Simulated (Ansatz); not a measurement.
# SiO2 (P4_2/mnm): phonons and vibrational spectra

Task: relax SiO2 (P4_2/mnm), then find its harmonic phonons.

Calculated with Ansatz 0.2.0; DFT LDA, scalar-relativistic, plane waves, PseudoDojo norm-conserving pseudopotentials.

## 1. The structure

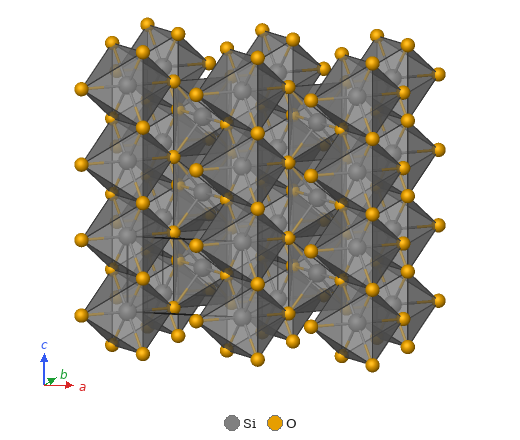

Start, viewed slightly off an axis; silicon grey, oxygen orange. 2×1×3 cells are drawn. Some periodic images of atoms are drawn too.

## 2. Rough relaxation

The start is far from rest, so a relaxation with loose tolerances brings it close first.

Input file input.yaml:

```yaml
crystal:
  lattice:
    - [4.233169, 0.0, 0.0]
    - [0.0, 4.233169, 0.0]
    - [0.0, 0.0, 2.693495]
  atoms:
    - { symbol: Si, position: [0.5, 0.5, 0.5] }
    - { symbol: Si, position: [0.0, 0.0, 0.0] }
    - { symbol: O, position: [0.693161, 0.693161, 0.0] }
    - { symbol: O, position: [0.193161, 0.806839, 0.5] }
    - { symbol: O, position: [0.306839, 0.306839, 0.0] }
    - { symbol: O, position: [0.806839, 0.193161, 0.5] }
kpoints:
  mp_grid: { grid: [6, 6, 8] }
hamiltonian:
  xc: lda
  pseudopotentials: { kind: nc, accuracy: standard }
scf:
  occupations: { method: gaussian, width: 0.1 }
output:
  forces: true
  stress: true
  eigenvalues: true
relax:
  adjacent_minimum: "off"
  f_tol: 0.05
  max_steps: 80
  cell: { stress_tol: 0.5 }
```

Launch:

```
$ ansatz run input.yaml --threads 4 --pin off --max-ram 7168MiB --backend cpu --events-out ev --progress --plain --runs-dir out
```

Numbers of over 12 decimals in the logs are rounded to 6 here.

The log of the run:

```text
The last accepted step is kept in <dir> (removed where the run ends without a failure and the disk answers)
Engine: ansatz 0.2.0, aarch64-unknown-linux-gnu
Pseudopotentials: kind: nc
Pseudopotential: Si, nc, valence charge 4, recommended cutoff 435.38218 eV (normal), Si.nc.azcp (PseudoDojo's, or run here from an input of PseudoDojo's; its table is named by hamiltonian.pseudopotentials.accuracy)
[...]
cell:  # Å, volume = 45.6456 Å³
    - [4.146242, 0, 0]
    - [0, 4.146242, 0]
    - [0, 0, 2.655156]
  atoms:
    - { symbol: Si, position: [0.500000, 0.500000, 0.5] }
    - { symbol: Si, position: [0, 0, 0] }
    - { symbol: O, position: [0.694510, 0.694510, 0] }
    - { symbol: O, position: [0.194510, 0.805490, 0.5] }
    - { symbol: O, position: [0.305490, 0.305490, 0] }
    - { symbol: O, position: [0.805490, 0.194510, 0.5] }
[key lines of the parts left out:]
SCF converged after 3 iterations
Free energy (F): -2037.423646 eV
Fermi energy:    13.593402 eV
P = ⅓ Tr σ = -0.0937 GPa (-0.937 kbar)
```

Elapsed: 30 s, on 4 threads of Arm Neoverse N1, shared host; peak memory 0.5 GiB; 1.9 min of CPU time.

Relaxation path:

```csv
step,energy less that of the first step (eV),largest force component (eV/Å),pressure (GPa),volume (Å³)
1,0.0000,0.1317,-15.87,48.27
2,-0.0885,0.0180,-9.40,47.14
3,-0.1330,0.0408,1.03,45.53
4,-0.1335,0.0212,-0.05,45.65
5*,-0.1329,0.0211,-0.09,45.65
```

Relaxation steps marked * repeat the geometry before them on a plane-wave basis chosen anew for their cell, so energy and pressure can jump there.

The run keeps the 16 symmetry operations that it works with, so distortions that break them were not tested.

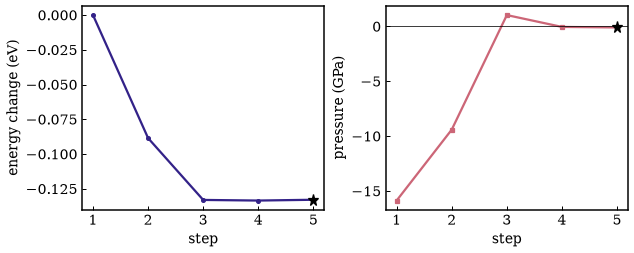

Energy and pressure along the relaxation. Stars mark steps on a basis chosen anew.

```csv
"conventional cell, symmetrised",before,after,change
a (Å),4.233,4.146,-2.1 %
b (Å),4.233,4.146,-2.1 %
c (Å),2.693,2.655,-1.4 %
volume (Å³/atom),8.04,7.61,-5.4 %
```

The relaxed structure:

```xyz
6
Lattice="4.1462 0.0000 0.0000 0.0000 4.1462 0.0000 0.0000 0.0000 2.6552" Properties=species:S:1:pos:R:3 pbc="T T T"
Si    2.0731    2.0731    1.3276
Si    0.0000    0.0000    0.0000
O     2.8796    2.8796    0.0000
O     0.8065    3.3398    1.3276
O     1.2666    1.2666    0.0000
O     3.3398    0.8065    1.3276
```

A gap read on the k-mesh alone can miss the band edges.

Numbers from this step:

| Property | Result |
| --- | --- |
| pressure | -0.09369 GPa |
| gap on the k-mesh | 5.978 eV |
| volume per atom | 7.608 Å³ |
| direct gap on mesh | 5.978 eV |

In this step the volume went from 8.04 to 7.61 Å³/atom.

## 3. Bringing the structure to rest

Harmonic phonons are second derivatives at a point where the forces vanish, and they are wanted at zero stress, so atoms and cell are relaxed first.

Input file input.yaml:

```yaml
crystal:
  lattice:
    - [4.1462419447, 0.0, 0.0]
    - [0.0, 4.1462419447, 0.0]
    - [0.0, 0.0, 2.6551555241]
  atoms:
    - { symbol: Si, position: [0.5, 0.5, 0.5] }
    - { symbol: Si, position: [0.0, 0.0, 0.0] }
    - { symbol: O, position: [0.6945100706, 0.6945100706, 0.0] }
    - { symbol: O, position: [0.1945100706, 0.8054899294, 0.5] }
    - { symbol: O, position: [0.3054899294, 0.3054899294, 0.0] }
    - { symbol: O, position: [0.8054899294, 0.1945100706, 0.5] }
kpoints:
  mp_grid: { grid: [6, 6, 8] }
hamiltonian:
  xc: lda
  pseudopotentials: { kind: nc, accuracy: standard }
scf:
  occupations: { method: gaussian, width: 0.02 }
output:
  forces: true
  stress: true
  eigenvalues: true
  write_density: true
  write_potential: true
  elf: true
  volumetric_format: npy
relax:
  adjacent_minimum: "off"
  f_tol: 0.005
  max_steps: 80
  cell: { stress_tol: 0.05 }
```

The log of the run:

```text
[...]
Crystal: 6 atoms, lattice volume = 45.646 Å³
Basis set: ecut = 1142.878222 eV, 4035 PW (Γ)
Bands: 22, of which v1, the nominal top of the filled ones, is band 16 counted from 1 (15 counted from 0)
Symmetry: 16 space group operations
[...]
k-points: 50 of 288
[...]
SCF iter   1: F=—  HF=-2040.088796 eV  |F-HF|=—  |Δ(HF+E_count)|=         —  Δρ=1.53e-1  dr2=8.11e0  ethr=3.10e-3  ⟨swp⟩=6.4  Hψ=5866  notcnv=0
[...]
SCF iter   7: F=-2037.423646 eV  HF=-2037.423646 eV  |F-HF|=2.43e-9  |Δ(HF+E_count)|=   5.45e-8  Δρ=5.04e-6  dr2=4.42e-9  ethr=3.13e-10  ⟨swp⟩=14.2  Hψ=8250  notcnv=0
SCF 1 converged in 7 iterations: F = -2037.423646 eV  dr2 = 4.42e-9
relax step   1: F+E_penalty+E_count = -2037.42364567 eV  Δ(F+E_penalty+E_count) = +0.000e0 eV  max|allowed force component| = 2.111e-2 eV/Å  Δτ_max = 0.0000 Å  P = -0.094 GPa  Ω = 45.646 Å³  (7 SCF iters, dr2 threshold 1.00e-7 eV, accepted)
Crystal: 6 atoms, lattice volume = 45.641 Å³
[...]
SCF iter   3: F=-2037.423694 eV  HF=-2037.423694 eV  |F-HF|=9.19e-9  |Δ(HF+E_count)|=   1.17e-7  Δρ=1.35e-5  dr2=2.16e-8  ethr=2.47e-10  ⟨swp⟩=9.4  Hψ=7616  notcnv=0
SCF 2 converged in 3 iterations: F = -2037.423694 eV  dr2 = 2.16e-8
relax step   2: F+E_penalty+E_count = -2037.42369402 eV  Δ(F+E_penalty+E_count) = -4.834e-5 eV  max|allowed force component| = 9.576e-3 eV/Å  Δτ_max = 0.0004 Å  P = -0.042 GPa  Ω = 45.641 Å³  energy of the carried Pulay correction = +1.870e-6 eV  (3 SCF iters, dr2 threshold 7.89e-8 eV, accepted)
Crystal: 6 atoms, lattice volume = 45.638 Å³
[...]
SCF iter   4: F=-2037.423704 eV  HF=-2037.423704 eV  |F-HF|=7.00e-10  |Δ(HF+E_count)|=   3.51e-9  Δρ=4.33e-6  dr2=1.88e-9  ethr=1.79e-11  ⟨swp⟩=7.2  Hψ=6134  notcnv=0
SCF 3 converged in 4 iterations: F = -2037.423704 eV  dr2 = 1.88e-9
relax step   3: F+E_penalty+E_count = -2037.42370410 eV  Δ(F+E_penalty+E_count) = -1.008e-5 eV  max|allowed force component| = 2.488e-3 eV/Å  Δτ_max = 0.0003 Å  P = -0.003 GPa  Ω = 45.638 Å³  energy of the carried Pulay correction = +2.838e-6 eV  (4 SCF iters, dr2 threshold 5.73e-9 eV, accepted)
[...]
relax step   4: F+E_penalty+E_count = -2037.42370250 eV  Δ(F+E_penalty+E_count) = +1.594e-6 eV  max|allowed force component| = 2.489e-3 eV/Å  Δτ_max = 0.0000 Å  P = -0.003 GPa  Ω = 45.638 Å³  stress off target by 5.14e-2 GPa  SCF on the basis re-selected at this cell (its energy is not comparable with the rows above)  (3 SCF iters)
[...]
relax step   5: F+E_penalty+E_count = -2037.42370234 eV  Δ(F+E_penalty+E_count) = +1.659e-7 eV  max|allowed force component| = 4.023e-4 eV/Å  Δτ_max = 0.0001 Å  P = -0.024 GPa  Ω = 45.644 Å³  energy of the carried Pulay correction = -2.205e-6 eV  (4 SCF iters, dr2 threshold 6.61e-9 eV, accepted)
[...]
SCF iter   3: F=-2037.423703 eV  HF=-2037.423703 eV  |F-HF|=8.64e-12  |Δ(HF+E_count)|=  4.77e-12  Δρ=3.59e-7  dr2=1.95e-11  ethr=1.00e-12  ⟨swp⟩=7.4  Hψ=6029  notcnv=0
SCF 6 converged in 3 iterations: F = -2037.423703 eV  dr2 = 1.95e-11
relax step   6: F+E_penalty+E_count = -2037.42370337 eV  Δ(F+E_penalty+E_count) = -1.037e-6 eV  max|allowed force component| = 4.055e-4 eV/Å  Δτ_max = 0.0000 Å  P = -0.024 GPa  Ω = 45.644 Å³  stress off target by 3.87e-2 GPa  SCF on the basis re-selected at this cell (its energy is not comparable with the rows above)  (3 SCF iters)
basis re-selected at this cell: Δ(F+E_penalty+E_count) = -1.037e-6 eV, ΔP = +0.000 GPa vs the last step (what re-selecting the basis moved, of the pressure what is left beyond the Pulay correction that the steps carried, after the strain that the cell walked since its last selection, with what the two solves' SCF thresholds leave and, on support functions, any second-order correction that the steps lacked; it is no m [...]
SCF converged after 3 iterations
Free energy (F): -2037.423703 eV
[...]
Internal energy: -2037.423703 eV  (E = F + TS)
E sigma→0 (E₀):  -2037.423703 eV
Fermi energy:    13.594945 eV
[...]
--- Forces (eV/Å), atoms counted from 1 ---
  atom   1  Si     0.00000000     0.00000000     0.00000000
  atom   2  Si    -0.00000000    -0.00000000     0.00000000
  atom   3  O     -0.00040551    -0.00040551     0.00000000
  atom   4  O     -0.00040551     0.00040551     0.00000000
  atom   5  O      0.00040551     0.00040551     0.00000000
  atom   6  O      0.00040551    -0.00040551     0.00000000
  max |Σ_I F_I| component: 8.67e-19 eV/Å
--- Stress (GPa, compression-positive) ---
       -0.016166       0.000000       0.000000
        0.000000      -0.016166       0.000000
        0.000000       0.000000      -0.038693
  P = ⅓ Tr σ = -0.0237 GPa (-0.237 kbar)
--- Band table (eV; the first three rows and the last of 50) ---
  k-point 0: bands = [... 12 lower, 8.0268, 9.6904, 9.6904, 10.6037, 16.5861, 17.1123, 19.1061, 19.1061, ... 2 higher]
  k-point 1: bands = [... 12 lower, 7.3400, 9.5295, 9.5295, 10.4013, 17.2695, 18.2356, 19.9959, 19.9959, ... 2 higher]
  k-point 2: bands = [... 12 lower, 6.1690, 9.0295, 9.0295, 9.7600, 18.2951, 20.4075, 20.6868, 21.8792, ... 2 higher]
  k-point 49: bands = [... 12 lower, 8.7962, 8.7962, 8.9979, 8.9979, 17.9048, 17.9048, 21.5808, 21.5808, ... 2 higher]
--- Relaxed structure (4 steps of the walk, 4 accepted, 2 SCFs on fresh bases) ---
[...]
cell:  # Å, volume = 45.6438 Å³
    - [4.145686, 0, 0.0]
    - [0, 4.145686, 0.0]
    - [0.0, 0.0, 2.655759]
  atoms:
    - { symbol: Si, position: [0.5, 0.5, 0.5] }
    - { symbol: Si, position: [0, 0, 0.0] }
    - { symbol: O, position: [0.694373, 0.694373, 0.0] }
    - { symbol: O, position: [0.194373, 0.805627, 0.5] }
    - { symbol: O, position: [0.305627, 0.305627, 0.0] }
    - { symbol: O, position: [0.805627, 0.194373, 0.5] }
```

It took 41 s on 4 threads; peak memory 0.5 GiB; 2.5 min of CPU time.

Little changed from the start: no atom moved by 0.005 Å and no cell edge by 0.1 %.

This step gave:

- pressure: -0.02368 GPa
- gap on the k-mesh: 5.982 eV
- volume per atom: 7.607 Å³
- direct gap on mesh: 5.982 eV

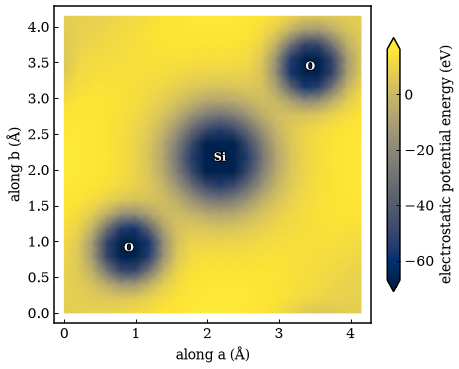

Electrostatic potential energy in the ab plane at fractional z = 0.000, with atoms of Si and O within 0.2 Å of it. With pseudopotentials it is smooth inside the atoms' cores, unlike the true potential. The map starts off the cell's origin, so that atoms lie inside it.

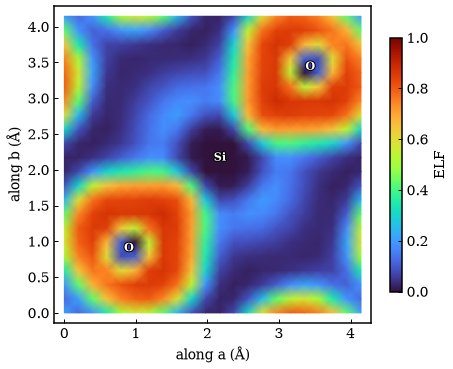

ELF in the ab plane at fractional z = 0.000, with atoms of Si and O within 0.2 Å of it. It is the smooth field of the valence electrons, not physical close to the nuclei. The map starts off the cell's origin, so that atoms lie inside it.

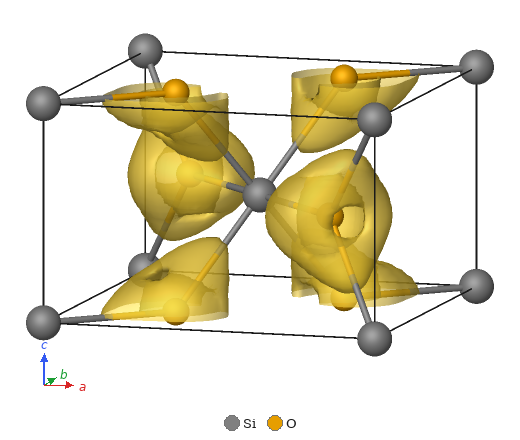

Surface of ELF = 0.8.

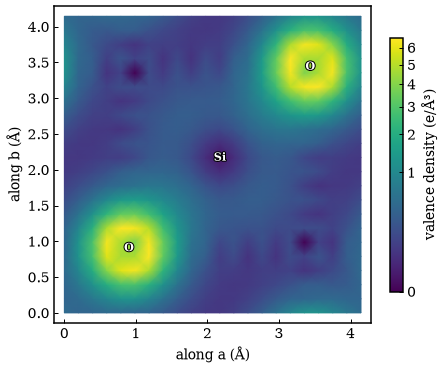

Valence density in the ab plane at fractional z = 0.000, with atoms of Si and O within 0.2 Å of it. It is the smooth field of the valence electrons, not physical close to the nuclei. The map starts off the cell's origin, so that atoms lie inside it. The colour scale is stretched toward low values.

In this step the volume went from 7.61 to 7.61 Å³/atom.

## 4. Relaxing to small forces for the phonons

Phonons need a cell at rest on their own settings, so the relaxation is repeated with tight tolerances on forces and stress on the k mesh and occupations of the first response run.

Input file input.yaml:

```yaml
crystal:
  lattice:
    - [4.145686279, 0.0, 0.0]
    - [0.0, 4.145686279, 0.0]
    - [0.0, 0.0, 2.6557590389]
  atoms:
    - { symbol: Si, position: [0.5, 0.5, 0.5] }
    - { symbol: Si, position: [0.0, 0.0, 0.0] }
    - { symbol: O, position: [0.6943729772, 0.6943729772, 0.0] }
    - { symbol: O, position: [0.1943729772, 0.8056270228, 0.5] }
    - { symbol: O, position: [0.3056270228, 0.3056270228, 0.0] }
    - { symbol: O, position: [0.8056270228, 0.1943729772, 0.5] }
kpoints:
  mp_grid: { grid: [8, 8, 8] }
hamiltonian:
  xc: lda
  pseudopotentials: { kind: nc, accuracy: standard }
scf:
  occupations: { method: fixed }
output:
  forces: true
  stress: true
  eigenvalues: true
relax:
  adjacent_minimum: "off"
  f_tol: 0.001
  max_steps: 60
  cell: { stress_tol: 0.01 }
```

The log of the run:

```text
[...]
Crystal: 6 atoms, lattice volume = 45.644 Å³
Basis set: ecut = 1142.878222 eV, 4035 PW (Γ)
Bands: 22, of which v1, the nominal top of the filled ones, is band 16 counted from 1 (15 counted from 0)
Symmetry: 16 space group operations
[...]
k-points: 75 of 512
[...]
cell:  # Å, volume = 45.6408 Å³
    - [4.145644, 0, 0.0]
    - [0, 4.145644, 0.0]
    - [0.0, 0.0, 2.655639]
  atoms:
    - { symbol: Si, position: [0.5, 0.5, 0.500000] }
    - { symbol: Si, position: [0, 0, 0.0] }
    - { symbol: O, position: [0.694372, 0.694372, 0.0] }
    - { symbol: O, position: [0.194372, 0.805628, 0.500000] }
    - { symbol: O, position: [0.305628, 0.305628, 0.0] }
    - { symbol: O, position: [0.805628, 0.194372, 0.500000] }
[key lines of the parts left out:]
SCF converged after 4 iterations
Free energy (F): -2037.423707 eV
Fermi energy:    10.604748 eV
P = ⅓ Tr σ = 0.0005 GPa (0.005 kbar)
```

Wall time 36 s (4 threads); peak memory 0.55 GiB.

Little changed from the start: no atom moved by 0.005 Å and no cell edge by 0.1 %.

Numbers from this step:

```yaml
pressure: 4.63e-4 GPa
gap_on_the_k_mesh: 5.984 eV
direct_gap_on_mesh: 5.984 eV
```

The largest force component left is 0.12 meV/Å and the pressure is 0.000 GPa, within the tolerances set. The cell now holds 7.61 Å³/atom.

[end of part 1 of 2]

[Logs are printed without paths, hosts, clocks, repeated set-up lines and the standing remarks that a program may print on its own settings, such as how far it seeks lower states.]

[Hosts, paths, dates, database ids (printed as entryN), source tags and the programs' standing remarks are cut or masked in the printed files.]
